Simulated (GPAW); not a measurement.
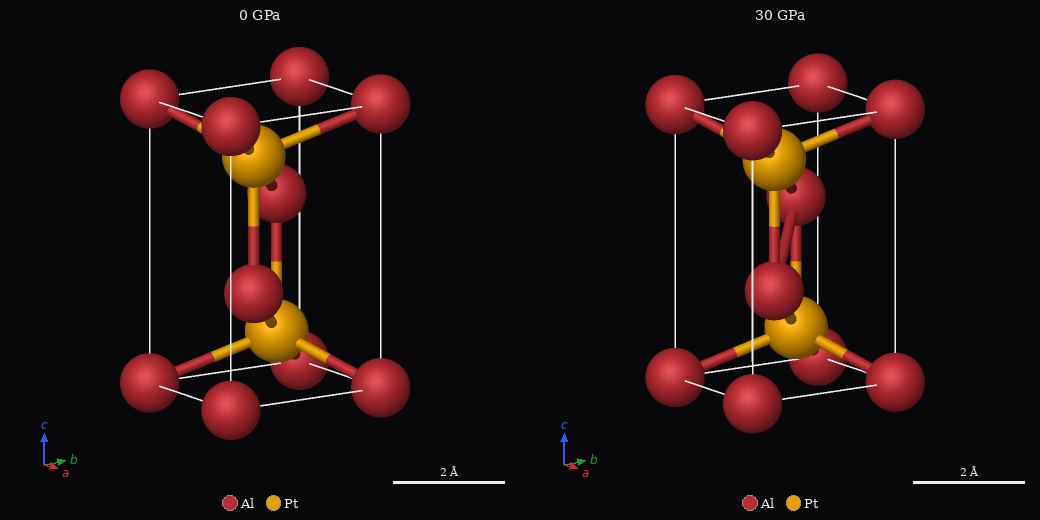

Al3Pt2, space group P-3m1 (No. 164), relaxed (cell and atoms) under a series of hydrostatic pressures; the conventional cell is drawn at the lowest and the highest, to one scale (sticks follow a distance rule). The start was a structure listed in the Materials Project. It needn't be the stable form of this composition.

Alike in all runs: GPAW 26.7.0; functional PBEsol; potentials PAW data sets generated in the run's folder for this functional; cutoff 600 eV; k mesh 5 × 5 × 4 on the run's cell of 5 atoms; occupations fermi-dirac, width 0.05 eV; no spin polarisation; no spin-orbit coupling.

```tsv
pressure (GPa)	volume (Å³/atom)	a (Å)	c (Å)
-0.1	15.952	4.227	5.156
2.0	15.756	4.208	5.137
5.1	15.483	4.182	5.112
10.1	15.096	4.143	5.077
20.0	?	?	?
30.0	13.930	4.027	4.958
```

**What equation of state do the given rows imply, and what volume does it predict for the missing row?**

The fit gives V0 = 15.94 Å³/atom, B0 = 164 GPa and B0′ = 4.5, which puts the volume at 20.0 GPa at 14.46 Å³/atom. The run gave volume 14.457 Å³/atom; a 4.080 Å; c 5.014 Å.

**Which axis yields most up to 30 GPa?**

The a axis: a −4.7 %, c −3.8 %, against −12.7 % in volume.

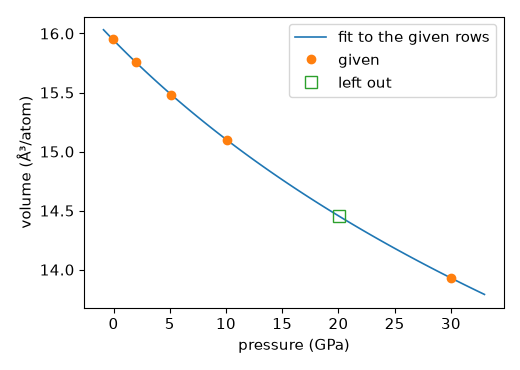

Volume against pressure, with the fit. The structure was kept in its own symmetry, so a change to another phase within this range wouldn't be seen.

Caveat: later steps reuse the first step's grids; spin-orbit coupling is left out, which matters for Pt, if less for volumes and forces than for levels.
